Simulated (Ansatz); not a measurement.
```cif
data_structure
_symmetry_space_group_name_H-M 'P 1'
_symmetry_Int_Tables_number 1
_cell_length_a 4.1609
_cell_length_b 4.1793
_cell_length_c 5.1513
_cell_angle_alpha 90.002
_cell_angle_beta 90.000
_cell_angle_gamma 90.000
_cell_volume 89.58
loop_
_atom_site_label
_atom_site_type_symbol
_atom_site_fract_x
_atom_site_fract_y
_atom_site_fract_z
_atom_site_occupancy
Cu1 Cu 0.75000 0.25000 0.00000 1
Cu2 Cu 0.25000 0.75000 0.00000 1
Cu3 Cu 0.25000 0.25000 0.50000 1
Cu4 Cu 0.75000 0.75000 0.50000 1
O1 O 0.50001 0.00000 0.25000 1
O2 O 0.00001 0.50000 0.25000 1
O3 O 0.49999 0.00000 0.75000 1
O4 O 0.99999 0.50000 0.75000 1
```

Space group Cccm; computed pressure about 2 GPa in this cell; Hubbard U of 4 eV on Cu d only; spin-polarised.

Theory: Ansatz 0.2.0, DFT PBE+U, scalar-relativistic, plane waves, PAW.

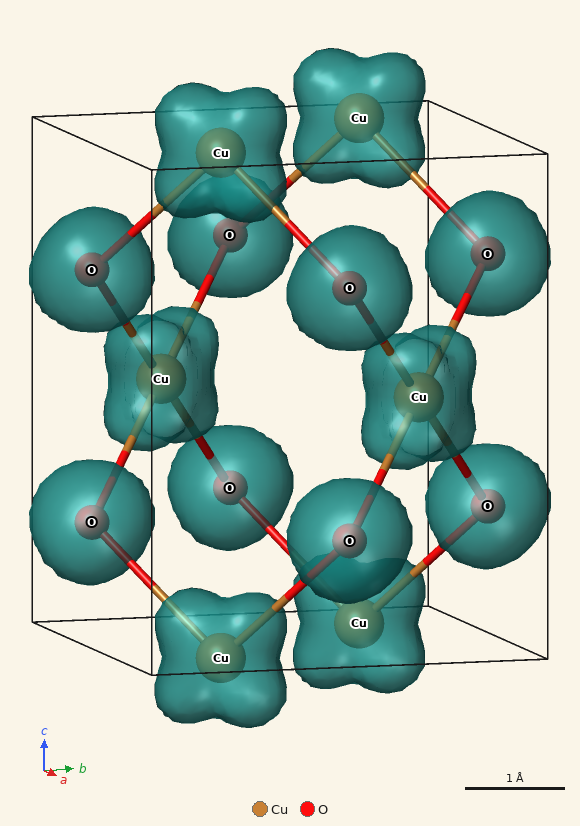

CuO. Isosurfaces of the magnetisation density (up minus down) at +0.1 (teal) and −0.1 e/Å³ (pink), seen slightly off an axis. Sticks mark near contacts.

Core electrons are frozen (PAW), and the valence fields are smoothed inside the atomic spheres.

Which atoms carry the moments, and with what signs?

The spin density sits on Cu: +0.6 μB (×4); O: +0.3 μB (×4) in one cell of 8 atoms: parallel moments (a ferromagnetic arrangement) in this solution. The cell of the calculation (4 atoms) carries 1.9 μB of net spin moment. Only one sign reaches the isovalue.
